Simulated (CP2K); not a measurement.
# Energy of BeS along an even scaling of the cell

System: BeS (2 atoms in the cell).
Method: Kohn-Sham DFT of a periodic cell, PBE, GTH-PBE with UZH-TZVP basis, no spin polarisation (CP2K 2026.2).

The 6 runs differ only in the geometry, by an even scaling of the cell at fixed fractional positions. The structure derives from an entry of the Crystallography Open Database.

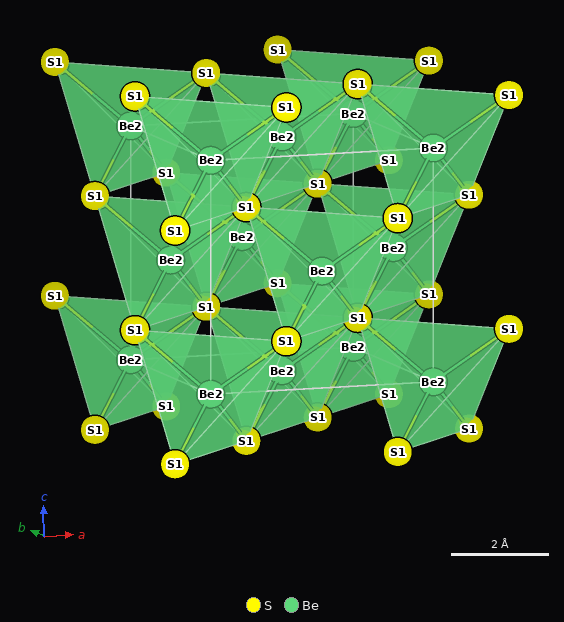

Figure 1. The structure of run 4 (polyhedral view of the cell 4 times as large as that of the calculation, set on its symmetry axes, seen slightly off an axis; polyhedra are completed across the faces of the cell; atoms are numbered from 1 in the order of the input).

## Input of run 4
```
&GLOBAL
  PROJECT bes_eos
  RUN_TYPE ENERGY_FORCE
  PRINT_LEVEL LOW
&END GLOBAL
&FORCE_EVAL
  METHOD QS
  STRESS_TENSOR ANALYTICAL
  &DFT
    BASIS_SET_FILE_NAME BASIS_MOLOPT_UZH
    POTENTIAL_FILE_NAME POTENTIAL_UZH
    WFN_RESTART_FILE_NAME previous-RESTART.kp
    &MGRID
      CUTOFF 850
      REL_CUTOFF 60
      NGRIDS 5
    &END MGRID
    &QS
      METHOD GPW
      EPS_DEFAULT 1.0E-10
    &END QS
    &KPOINTS
      SCHEME MONKHORST-PACK 9 9 9
      GAMMA_CENTERED T
      SYMMETRY T
      SYMMETRY_BACKEND SPGLIB
    &END KPOINTS
    &SCF
      SCF_GUESS RESTART
      EPS_SCF 1.0E-6
      MAX_SCF 100
      ADDED_MOS 10
      CHOLESKY OFF
      EPS_EIGVAL 1.0E-7
      &DIAGONALIZATION ON
        ALGORITHM STANDARD
      &END DIAGONALIZATION
      &MIXING ON
        METHOD BROYDEN_MIXING
        ALPHA 0.4
        BETA 1.5
        NBUFFER 8
      &END MIXING
      &SMEAR ON
        METHOD FERMI_DIRAC
        ELECTRONIC_TEMPERATURE [K] 580.226
      &END SMEAR
    &END SCF
    &XC
      &XC_FUNCTIONAL PBE
      &END XC_FUNCTIONAL
    &END XC
    &PRINT
      &KPOINTS ON
      &END KPOINTS
      &MULLIKEN ON
      &END MULLIKEN
      &MO ON
        ENERGIES T
        OCCUPATION_NUMBERS T
        &EACH
          QS_SCF 0
        &END EACH
        ADD_LAST NUMERIC
      &END MO
    &END PRINT
  &END DFT
  &SUBSYS
    &CELL
      A 3.4521802586 0.0000000000 0.0000000000
      B 1.7260901293 2.9896758023 0.0000000000
      C 1.7260901293 0.9965586008 2.8186933779
      PERIODIC XYZ
    &END CELL
    &COORD
      S   5.1782703879 2.9896758023 2.1140200334
      Be  0.0000000000 0.0000000000 0.0000000000
    &END COORD
    &KIND S
      BASIS_SET TZVP-MOLOPT-PBE-GTH-q6
      POTENTIAL GTH-PBE-q6
    &END KIND
    &KIND Be
      BASIS_SET TZVP-MOLOPT-PBE-GTH-q4
      POTENTIAL GTH-PBE-q4
    &END KIND
    &PRINT
      &ATOMIC_COORDINATES ON
      &END ATOMIC_COORDINATES
      &CELL ON
      &END CELL
    &END PRINT
  &END SUBSYS
  &PRINT
    &FORCES ON
    &END FORCES
    &STRESS_TENSOR ON
    &END STRESS_TENSOR
  &END PRINT
&END FORCE_EVAL
```

Command:
```bash
OMP_NUM_THREADS=1 cp2k.psmp -i bes_eos.inp -o bes_eos.out
```

Run 2 differs from it as follows:
```diff
-      A 3.4521802586 0.0000000000 0.0000000000
-      B 1.7260901293 2.9896758023 0.0000000000
-      C 1.7260901293 0.9965586008 2.8186933779
+      A 3.3831180464 0.0000000000 0.0000000000
+      B 1.6915590232 2.9298661721 0.0000000000
+      C 1.6915590232 0.9766220574 2.7623043177
-      S   5.1782703879 2.9896758023 2.1140200334
+      S   5.0746770696 2.9298661721 2.0717282383
```

## Results, with one run withheld

```csv
run,volume per atom (Å³),"free energy per atom, from the lowest run given (meV)",pressure (GPa),gap on the mesh (eV)
1,13.405,36.19,9.86,4.11
2,13.690,?,?,?
3,13.975,10.10,4.94,4.23
4,14.546,0.00,0.87,4.33
5,14.831,0.05,−0.90,4.37
6,15.116,3.10,−2.51,4.41
```

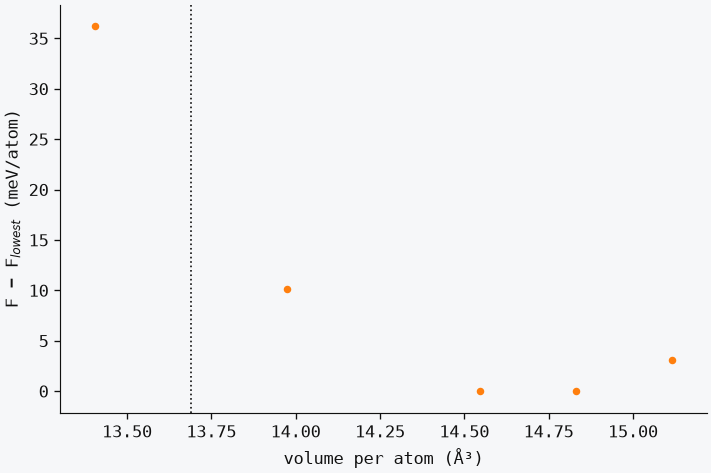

Figure 2. Free energy per atom of the runs given; the dotted line marks run 2.

What should run 2 give?

A cubic polynomial in V^(−2/3) (the Birch–Murnaghan form), fitted to the 5 runs given, misses them by under 0.01 meV per atom. With x = V^(−2/3) − 0.16932 Å⁻², it reads F = 1.8056 + 1709.6 x + 3.3617e+05 x² − 67883 x³ (meV per atom). At run 2 it gives 20.95 meV per atom, and the run itself gives 20.96. The slope of the fit gives a pressure −dF/dV of 7.29 GPa there, and the run prints 7.29 GPa. The fit has its minimum at 14.682 Å³ per atom, where V d²F/dV² gives 90.8 GPa: the bulk modulus at this level, since symmetry fixes the shape and the positions. The gap on the mesh goes, without turning, from 4.11 eV in run 1 to 4.41 eV in run 6; run 2 has 4.17 eV. These are gaps of this functional on this mesh, which can miss the band edges; they aren't the measured gap.

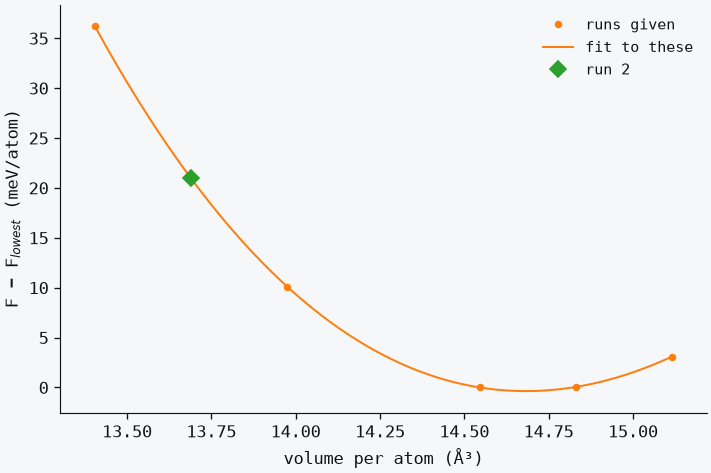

Figure 3. The fit and the withheld run.

## Some lines of the output (run 2)
```
[...]
 MO| Band gap:            0.246740 a.u.          6.714143 eV
 MO| Band gap:            0.271792 a.u.          7.395849 eV
 MO| Band gap:            0.270378 a.u.          7.357351 eV
 MO| Band gap:            0.258803 a.u.          7.042378 eV
 MO| Band gap:            0.255033 a.u.          6.939806 eV
 MO| Band gap:            0.274036 a.u.          7.456894 eV
 MO| Band gap:            0.275432 a.u.          7.494876 eV
 MO| Band gap:            0.279214 a.u.          7.597786 eV
 MO| Band gap:            0.271443 a.u.          7.386327 eV
 MO| Band gap:            0.265454 a.u.          7.223358 eV
 MO| Band gap:            0.286051 a.u.          7.783854 eV
 MO| Band gap:            0.276608 a.u.          7.526899 eV
 MO| Band gap:            0.309547 a.u.          8.423206 eV
 MO| Band gap:            0.329532 a.u.          8.967013 eV
```
